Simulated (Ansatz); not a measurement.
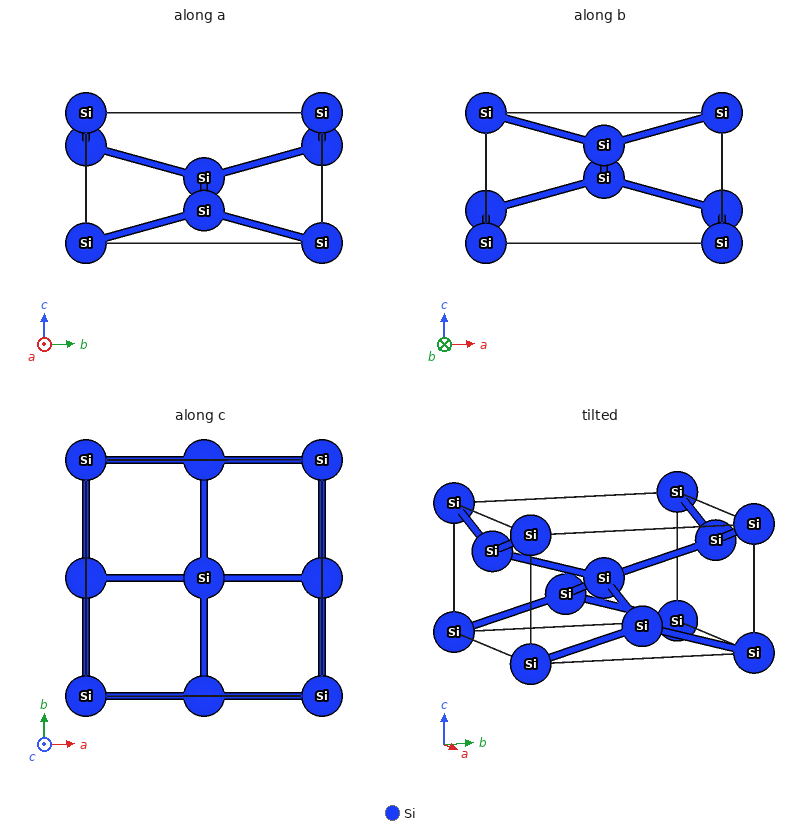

Shown here is a ball-and-stick view of the crystal, taken along the a axis, along the b axis, along the c axis and slightly off an axis. The edges of the drawn cell (a repeat of the simulation cell) are marked.

Lattice parameters: a = 4.878 Å, b = 4.878 Å, c = 2.692 Å, α = 89.95°, β = 89.95°, γ = 89.99°. Put a along x and b in the xy plane.

Q: Put the structure into a POSCAR file.

A:
```
Si
1.0
     4.878    0.000    0.000
     0.001    4.878    0.000
     0.002    0.002    2.692
Si
4
Direct
  0.0000 0.5000 0.2500
  0.0000 0.0000 0.0000
  0.5000 0.5000 0.5000
  0.5000 0.0000 0.7500
```

The cell started as a structure type filled with this element by a generator (whether the element takes this form wasn't checked). Earlier steps of the study may have refined or changed the cell and positions. It was run through Ansatz as a DFT input.

At this level of theory the cell isn't at rest (stretched, at -8 GPa), so its distances can differ from those at equilibrium, the more so the softer the solid.
